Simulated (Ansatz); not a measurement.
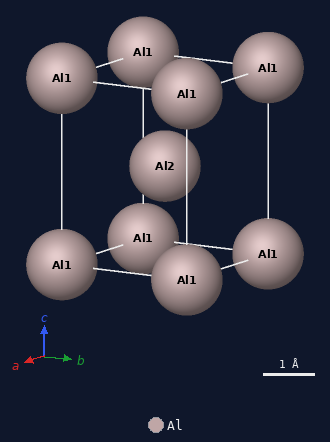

Figure 1. The structure as given in the input (spheres-only view of the reduced cell, seen at an oblique angle; atoms are numbered from 1 in the order of the input).

**Al: geometry relaxation**

The run: geometry relaxation of Al (I4/mmm, 2 atoms in the cell). Method and program: DFT r2SCAN, scalar-relativistic, plane waves, PAW, no spin polarisation (Ansatz 0.2.0).

The structure derives from a Materials Project entry. It belongs to a series of runs on one base structure; here: film's bulk on the substrate's plane, third vector and atoms relaxed. Figures and captions count atoms from 1; the log counts them from 0 in places.

**Input file**
```yaml
crystal:
  lattice:
    - [3.8101770348, 0.0, 0.0]
    - [0.0, 3.8101770348, 0.0]
    - [-1.9050885174, 0.0, 2.1116288219]
  atoms:
    - { symbol: Al, position: [0.0, 0.0, 0.0] }
    - { symbol: Al, position: [0.5, 0.5, 0.0] }
basis:
  ecutwfc: 500
kpoints:
  mp_grid: { grid: [9, 9, 16] }
hamiltonian:
  xc: r2scan
scf:
  occupations: { method: gaussian, width: 0.1 }
output:
  forces: true
  stress: true
  eigenvalues: true
relax:
  adjacent_minimum: "off"
  f_tol: 0.01
  max_steps: 50
  cell: { fix: [a, b, gamma], stress_tol: 0.1 }
```

Hardware: 8 threads of Intel Xeon @ 2.70GHz, 189 GiB of memory available, shared host.

Command:
```bash
ansatz run input.yaml --threads 8 --pin off --max-ram 20480MiB --backend cpu --events-out ev --progress --plain --runs-dir out
```

**Output**
```
Warning: crystal.symmetry: narrowed to the stabiliser of the k-point mesh — unitary ops 16 → 8; excluded 8 operations that carry a point of the 9×9×16 mesh (shift [0, 0, 0]) off the mesh (the run samples exactly the mesh kpoints.mp_grid names, as under crystal.symmetry.detect: false, and its converged state has the mesh's symmetry, not the crystal's; ε∞, the Born charges and the force constants of a linear response (`dielectric:` by the response, `phonons.method: dfpt`) are averaged over those of the crystal's operations that the state keeps within a tolerance, where `mesh_tensors`, `unaveraged_element` or `gamma_mean_max_change_ev_ang2` stands beside them; a row that `dielectric.field_direction` solves alone is averaged likewise, with nothing beside; a Γ-centred mesh of equal divisions is mapped onto itself by every operation and keeps the whole group, as does a half-shifted one under kpoints.further_shifts: images)
Engine: ansatz 0.2.0, x86_64-unknown-linux-gnu
Pseudopotentials: kind: paw
Pseudopotential: Al, paw, valence charge 3, recommended cutoff 500 eV (meta_gga), Al.paw.azcp
Functional definition: r2SCAN
  parameter k0 = 0.174
  parameter k1 = 0.065
  parameter a1 = 4.9479
  exchange = r2scan_x(k0 = k0, k1 = k1, a1 = a1)
  correlation = r2scan_c
Crystal: 2 atoms, lattice volume = 30.655 Å³
Basis set: ecut = 500 eV, 761 PW (Γ), exchange–correlation on 120×120×96 points (64 copies of the dense FFT grid, shifted against one another)
Bands: 7, of which v1, the nominal top of the filled ones, is band 3 counted from 1 (2 counted from 0)
Symmetry: 8 space group operations
k-points: 365 of 1296
Non-local potential: Al, projectors of the file, l = 0: 2, l = 1: 2, l = 2: 1
PAW form: soft (Blöchl's): semilocal exchange-correlation on the pseudo side does not see the compensation charge
PAW frozen core: Al, regenerated for the run's functional (the file was generated under x = pbe(κ = 0.804, μ = 0.2195149727645171), c = pbe(β = 0.06672455060314922))
PAW one-centre angular grid: Al, 302 points (default); XC on 160 Gauss nodes
Initial density: superposition of atomic densities (neutral atoms: chi_scale 0, normalization atom), corrected by the library's trained network
Initial wavefunctions: pseudopotential atomic-orbital guess
Functional: x = r2scan, c = r2scan; τ floored in thin density (d = 2e-4 eV/Å³)
SCF iter   1: F=—  HF=-1080.746370 eV  |F-HF|=—  |Δ(HF+E_count)|=         —  Δρ=3.08e-3  dr2=3.09e-3  dr2_τ=1.13e-2  ethr=1.77e-3  ⟨swp⟩=5.2  Hψ=20252  notcnv=0
preconditioner: auto → none  [metal: Δε(μ)=0.025 eV  Ē_g=10.009 eV  σ=0.100 eV  W_gap=0.14  n_scr=2 (ndim 8)  ℏωp=16.4 eV  f_vac=0.000  D(μ)=0.50/eV (n_scr^D=2)  sad-step TF]
SCF iter   2: F=—  HF=-1080.759881 eV  |F-HF|=—  |Δ(HF+E_count)|=   1.35e-2  Δρ=2.81e-3  dr2=2.61e-3  dr2_τ=6.91e-6  ethr=5.15e-5  ⟨swp⟩=2.0  Hψ=7950  notcnv=0  defer=78
SCF iter   3: F=—  HF=-1080.759343 eV  |F-HF|=—  |Δ(HF+E_count)|=   5.38e-4  Δρ=3.00e-4  dr2=1.48e-5  dr2_τ=2.60e-6  ethr=4.35e-5  ⟨swp⟩=1.0  Hψ=2477  notcnv=0  defer=78
SCF iter   4: F=—  HF=-1080.759361 eV  |F-HF|=—  |Δ(HF+E_count)|=   1.86e-5  Δρ=1.18e-4  dr2=1.95e-6  dr2_τ=1.97e-7  ethr=2.46e-7  ⟨swp⟩=2.1  Hψ=3571  notcnv=0  defer=78
iter 5 did not close the SCF: its close was put off for the readings that it lacked (scf_convergence_deferred on its scf_iter line)
SCF iter   5: F=-1080.759363 eV  HF=-1080.759363 eV  |F-HF|=1.05e-8  |Δ(HF+E_count)|=   1.53e-6  Δρ=8.49e-6  dr2=1.59e-8  dr2_τ=1.53e-10  ethr=3.25e-8  ⟨swp⟩=2.2  Hψ=3548  notcnv=0  defer=78
SCF iter   6: F=-1080.759363 eV  HF=-1080.759363 eV  |F-HF|=5.39e-11  |Δ(HF+E_count)|=   1.11e-8  Δρ=2.23e-6  dr2=1.44e-9  dr2_τ=6.32e-12  ethr=2.65e-10  ⟨swp⟩=2.8  Hψ=8517  notcnv=0
SCF 1 converged in 6 iterations: F = -1080.759363 eV  dr2 = 1.44e-9
  greatest PAW one-centre occupation: 0.444 electrons in one spin orbital (limit 2), on the Al atom at site 1 (counted from 0), in its partial waves of l = 0
relax step   1: F+E_penalty+E_count = -1080.75936289 eV  Δ(F+E_penalty+E_count) = +0.000e0 eV  max|allowed force component| = 4.930e-32 eV/Å  Δτ_max = 0.0000 Å  P = +4.905 GPa  Ω = 30.655 Å³  fix = [a, b, gamma]  reactions: a +7.989, b +8.143 GPa  (6 SCF iters, dr2 threshold 1.00e-7 eV, accepted)
Crystal: 2 atoms, lattice volume = 30.386 Å³
Basis set: ecut = 500 eV, 753 PW (Γ), exchange–correlation on 120×120×96 points (64 copies of the dense FFT grid, shifted against one another)
Initial density: handed on by an earlier stage of this run
Initial wavefunctions: those handed on with the density
iter 1 solved again at ethr=5.86e-7 eV; its pass at ethr=3.10e-3 eV (dr2=3.52e-5 eV) is discarded
SCF iter   1: F=—  HF=-1080.760257 eV  |F-HF|=—  |Δ(HF+E_count)|=         —  Δρ=3.42e-4  dr2=3.35e-5  dr2_τ=1.51e-5  ethr=5.86e-7  ⟨swp⟩=2.0  Hψ=23494  notcnv=0
preconditioner: auto → none  [metal: Δε(μ)=0.013 eV  Ē_g=10.082 eV  σ=0.100 eV  W_gap=0.08  n_scr=2 (ndim 8)  ℏωp=16.5 eV  f_vac=0.000  D(μ)=0.47/eV (n_scr^D=2)]
SCF iter   2: F=—  HF=-1080.760250 eV  |F-HF|=—  |Δ(HF+E_count)|=   7.00e-6  Δρ=1.91e-4  dr2=1.06e-5  dr2_τ=6.88e-8  ethr=5.59e-7  ⟨swp⟩=2.3  Hψ=3665  notcnv=0
SCF iter   3: F=-1080.760245 eV  HF=-1080.760245 eV  |F-HF|=1.11e-8  |Δ(HF+E_count)|=   4.92e-6  Δρ=2.48e-5  dr2=1.73e-7  dr2_τ=1.49e-9  ethr=3.33e-9  ⟨swp⟩=3.2  Hψ=8830  notcnv=0
SCF 2 converged in 3 iterations: F = -1080.760245 eV  dr2 = 1.73e-7
relax step   2: F+E_penalty+E_count = -1080.76024533 eV  Δ(F+E_penalty+E_count) = -8.824e-4 eV  max|allowed force component| = 7.396e-32 eV/Å  Δτ_max = 0.0000 Å  P = +5.713 GPa  Ω = 30.386 Å³  energy of the carried Pulay correction = +5.432e-6 eV  fix = [a, b, gamma]  reactions: a +8.257, b +8.484 GPa  (3 SCF iters, dr2 threshold 2.00e-7 eV, accepted)
Crystal: 2 atoms, lattice volume = 30.444 Å³
iter 1 solved again at ethr=4.36e-8 eV; its pass at ethr=3.10e-3 eV (dr2=2.62e-6 eV) is discarded
SCF iter   1: F=—  HF=-1080.760319 eV  |F-HF|=—  |Δ(HF+E_count)|=         —  Δρ=9.22e-5  dr2=2.53e-6  dr2_τ=7.40e-7  ethr=4.36e-8  ⟨swp⟩=2.1  Hψ=22594  notcnv=0
preconditioner: auto → none  [metal: Δε(μ)=0.015 eV  Ē_g=10.069 eV  σ=0.100 eV  W_gap=0.08  n_scr=2 (ndim 8)  ℏωp=16.5 eV  f_vac=0.000  D(μ)=0.48/eV (n_scr^D=2)]
SCF iter   2: F=—  HF=-1080.760319 eV  |F-HF|=—  |Δ(HF+E_count)|=   6.23e-7  Δρ=5.09e-5  dr2=7.69e-7  dr2_τ=3.65e-9  ethr=4.22e-8  ⟨swp⟩=2.0  Hψ=3642  notcnv=0
SCF iter   3: F=-1080.760319 eV  HF=-1080.760319 eV  |F-HF|=7.51e-10  |Δ(HF+E_count)|=   2.96e-7  Δρ=6.06e-6  dr2=1.05e-8  dr2_τ=8.72e-11  ethr=3.33e-9  ⟨swp⟩=2.8  Hψ=7956  notcnv=0
SCF 3 converged in 3 iterations: F = -1080.760319 eV  dr2 = 1.05e-8
relax step   3: F+E_penalty+E_count = -1080.76031905 eV  Δ(F+E_penalty+E_count) = -7.371e-5 eV  max|allowed force component| = 1.849e-32 eV/Å  Δτ_max = 0.0000 Å  P = +5.530 GPa  Ω = 30.444 Å³  energy of the carried Pulay correction = +4.246e-6 eV  fix = [a, b, gamma]  reactions: a +8.206, b +8.398 GPa  (3 SCF iters, dr2 threshold 2.00e-7 eV, accepted)
Initial wavefunctions: pseudopotential atomic-orbital guess (no wavefunctions were taken with the density)
iter 1 solved again at ethr=1.70e-9 eV; its pass at ethr=3.10e-3 eV (dr2=1.02e-7 eV) is discarded
SCF iter   1: F=—  HF=-1080.760315 eV  |F-HF|=—  |Δ(HF+E_count)|=         —  Δρ=6.31e-6  dr2=1.06e-8  dr2_τ=2.60e-10  ethr=1.70e-9  ⟨swp⟩=3.3  Hψ=28466  notcnv=0
SCF iter   2: F=—  HF=-1080.760315 eV  |F-HF|=—  |Δ(HF+E_count)|=  4.70e-10  Δρ=3.09e-6  dr2=2.48e-9  dr2_τ=4.78e-12  ethr=1.76e-10  ⟨swp⟩=1.0  Hψ=2556  notcnv=0
SCF iter   3: F=-1080.760315 eV  HF=-1080.760315 eV  |F-HF|=1.82e-12  |Δ(HF+E_count)|=  2.22e-10  Δρ=7.17e-8  dr2=1.00e-12  dr2_τ=6.37e-14  ethr=1.33e-12  ⟨swp⟩=3.3  Hψ=9289  notcnv=0
SCF 4 converged in 3 iterations: F = -1080.760315 eV  dr2 = 1.00e-12
relax step   4: F+E_penalty+E_count = -1080.76031462 eV  Δ(F+E_penalty+E_count) = +4.426e-6 eV  max|allowed force component| = 2.465e-32 eV/Å  Δτ_max = 0.0000 Å  P = +5.530 GPa  Ω = 30.444 Å³  fix = [a, b, gamma]  reactions: a +8.206, b +8.398 GPa  stress off target by 2.46e-2 GPa on what of the cell is left free  SCF on the basis re-selected at this cell (its energy is not comparable with the rows above)  (3 SCF iters)
```

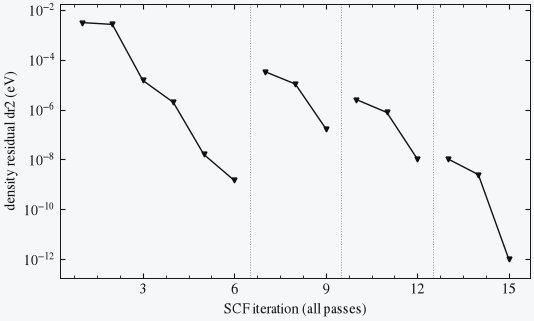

Figure 2. Convergence of the self-consistent field: density residual dr2 against the SCF iteration. The dotted lines part the SCF passes of the relaxation: geometry steps, rejected trials and re-solves on a re-selected basis. The passes take 6, 3, 3 and 3 iterations.

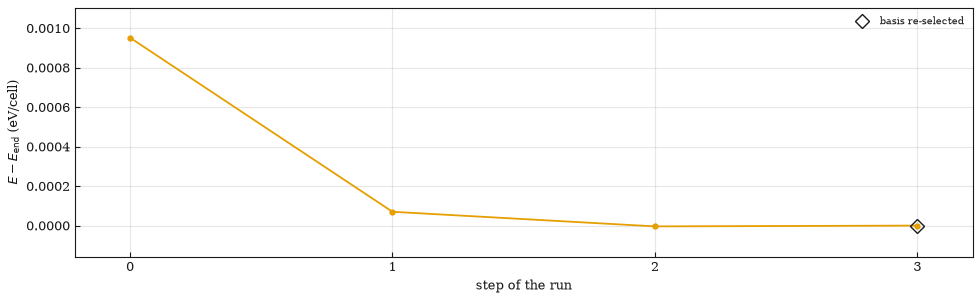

Figure 3. Progress of the relaxation, step by step (the first geometry is step 0 here and step 1 in the log).

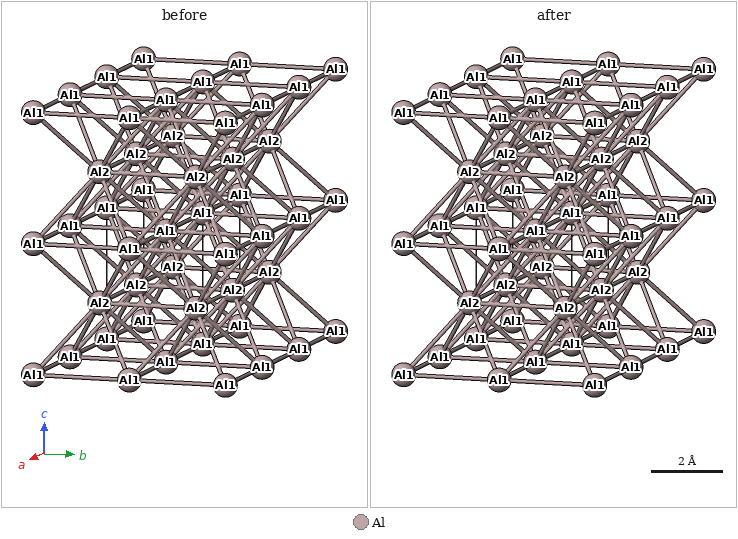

Figure 4. Before (left) and after (right) the relaxation, at one scale (ball-and-stick view of the reduced cell, repeated 3 × 2 × 2, seen slightly off an axis). No atom moves by more than 0.005 Å relative to the cell. Cell: a 2.844 → 2.834 Å (−0.3 %), b 2.844 → 2.832 Å (−0.4 %), c stays at 3.810 Å, γ 95.9° → 95.5°. Volume −0.7 %. Distances before and after: Al1–Al1 2.844 → 2.832 Å. The space group stays I4/mmm (No. 139). After 2 geometry steps the energy has fallen by 1.0 meV per cell of the calculation. All forces vanish by symmetry, so only the cell relaxes. Pressure: 4.91 GPa at the start and 5.53 GPa at the end. A last SCF at the same geometry on a re-selected plane-wave basis shifts the energy by +0.0 meV per cell of the calculation. (Atoms are counted from 1 in the order of the input.)

```
basis re-selected at this cell: Δ(F+E_penalty+E_count) = +4.426e-6 eV, ΔP = +0.000 GPa vs the last step (what re-selecting the basis moved, of the pressure what is left beyond the Pulay correction that the steps carried, after the strain that the cell walked since its last selection, with what the two solves' SCF thresholds leave and, on support functions, any second-order correction that the steps lacked; it is no measure of the basis error at this ecutwfc). This SCF's stress stands 2.46e-2 GPa from its target on what of the cell is left free (relax.cell.stress_tol is 1.00e-1 GPa) and its largest allowed force component is 2.47e-32 eV/Å (relax.f_tol is 1.00e-2 eV/Å): within both
SCF converged after 3 iterations
Free energy (F): -1080.760315 eV
Harris-Foulkes:  -1080.760315 eV  (|F-HF|=1.82e-12)
Internal energy: -1080.757930 eV  (E = F + TS)
E sigma→0 (E₀):  -1080.759122 eV
Entropy (-TS):   -0.002385 eV (-1.193 meV/atom)
Fermi energy:    8.828403 eV
--- Per-component energies (eV) ---
  E_band       = 23.303383
  E_kinetic    = 48.509964
  E_local      = 22.865317  (includes V_loc(G=0)·N_el)
  E_nonlocal   = 19.647710
  E_hartree    = 0.269801
  E_xc         = -74.485781
  E_vxc        = -63.712510  (∫ρ·V_xc dr)
  E_paw        = -946.445876  (= ΣΔE_a)
  E_vpaw       = -7.028304  (= ΣTr[D̂ρ^β])
  E_aug_tail   = -0.000002  (compensation charges beyond the density's cutoff)
  E_vtau       = 2.481607  (kinetic-family band-sum trace: ∫τ·v_τ [+ j·A + Jᵃ·Aᵃ] dr)
  E_ewald      = -150.998846
  E_core_change = -0.120216  (= ΣΔE_core)
  E_smearing   = -0.002385  (= −TS)
  E_closure    = -0.000000  (closes the sum)
  Σ components = -1080.760315   (vs F -1080.760315, Δ=0.00e0)
--- Forces (eV/Å), atoms counted from 1 ---
  atom   1  Al     0.00000000    -0.00000000     0.00000000
  atom   2  Al     0.00000000    -0.00000000     0.00000000
  max |Σ_I F_I| component: 1.48e-31 eV/Å
--- Stress (GPa, compression-positive) ---
        8.205942       0.000000      -0.019241
        0.000000       8.398000       0.000000
       -0.019241       0.000000      -0.014150
  P = ⅓ Tr σ = 5.5299 GPa (55.299 kbar)
--- Band table (eV; the first three rows and the last of 365) ---
  k-point 0: bands = ["-3.5865", "6.0370", "7.8358", "14.0201", "14.3384", "15.0476", "19.0021"]
  k-point 1: bands = ["-3.4472", "6.1633", "7.9572", "12.2581", "14.3083", "16.3570", "19.9513"]
  k-point 2: bands = ["-3.0301", "6.5425", "8.3059", "10.6038", "13.0022", "18.7785", "19.8306"]
  k-point 364: bands = ["1.4923", "2.6295", "5.7862", "6.8987", "16.3502", "17.3861", "20.4654"]
--- Relaxed structure (3 steps of the walk, 3 accepted, 1 SCFs on fresh bases) ---
  F+E_penalty+E_count = -1080.76031462 eV   max|allowed force component| = 2.465e-32 eV/Å   (the final SCF, on the basis selected at the relaxed cell)
  cell:  # Å, volume = 30.4442 Å³
    - [3.8101767369254502, 0.0, -0.0015066218394614978]
    - [0.0, 3.8101770348, 0.0]
    - [-1.9059233496383643, 0.0, 2.0978312634904963]
  atoms:
    - { symbol: Al, position: [0.0, 0.0, 0.0] }
    - { symbol: Al, position: [0.5, 0.5, 0.0] }
```

**Trajectory as extended XYZ (Å, eV, eV/Å), 4 frames, from step=1 to step=4**
```
2
Lattice="3.8102 0.0000 0.0000 0.0000 3.8102 0.0000 -1.9051 0.0000 2.1116" Properties=species:S:1:pos:R:3:forces:R:3 step=1 energy=-1080.75936 pressure_GPa=4.91
Al    0.0000    0.0000    0.0000    0.0000   0.0000   0.0000
Al    1.9051    1.9051    0.0000    0.0000   0.0000   0.0000
2
Lattice="3.8102 0.0000 -0.0004 0.0000 3.8102 0.0000 -1.9053 0.0000 2.0933" Properties=species:S:1:pos:R:3:forces:R:3 step=2 energy=-1080.76024 pressure_GPa=5.71
Al    0.0000    0.0000    0.0000    0.0000   0.0000   0.0000
Al    1.9051    1.9051   -0.0002    0.0000   0.0000   0.0000
2
Lattice="3.8102 0.0000 -0.0015 0.0000 3.8102 0.0000 -1.9059 0.0000 2.0978" Properties=species:S:1:pos:R:3:forces:R:3 step=3 energy=-1080.76032 pressure_GPa=5.53
Al    0.0000    0.0000    0.0000    0.0000   0.0000   0.0000
Al    1.9051    1.9051   -0.0008    0.0000   0.0000   0.0000
2
Lattice="3.8102 0.0000 -0.0015 0.0000 3.8102 0.0000 -1.9059 0.0000 2.0978" Properties=species:S:1:pos:R:3:forces:R:3 step=4 energy=-1080.76031 pressure_GPa=5.53
Al    0.0000    0.0000    0.0000    0.0000   0.0000   0.0000
Al    1.9051    1.9051   -0.0008    0.0000   0.0000   0.0000
```

**Results in brief**

```csv
quantity,value
outcome,converged
space group (tolerance 0.01 Å),I4/mmm (139)
electrons treated,6
free energy,−1080.7603 eV
Fermi energy,8.828 eV
gap on the k-point mesh,none (metallic)
pressure,5.53 GPa
final volume,30.44 Å³
largest force (length of the vector) at the end,under 0.001 eV/Å
final cell,"a = 3.810 Å, b = 3.810 Å, c = 2.834 Å, α = 90.00°, β = 132.28°, γ = 90.00°"
wall time,10 s (CPU time 65 s)
peak memory,0.6 GiB
```

**Notes**

The program warns: the k-point mesh lowers the symmetry that the run can use.
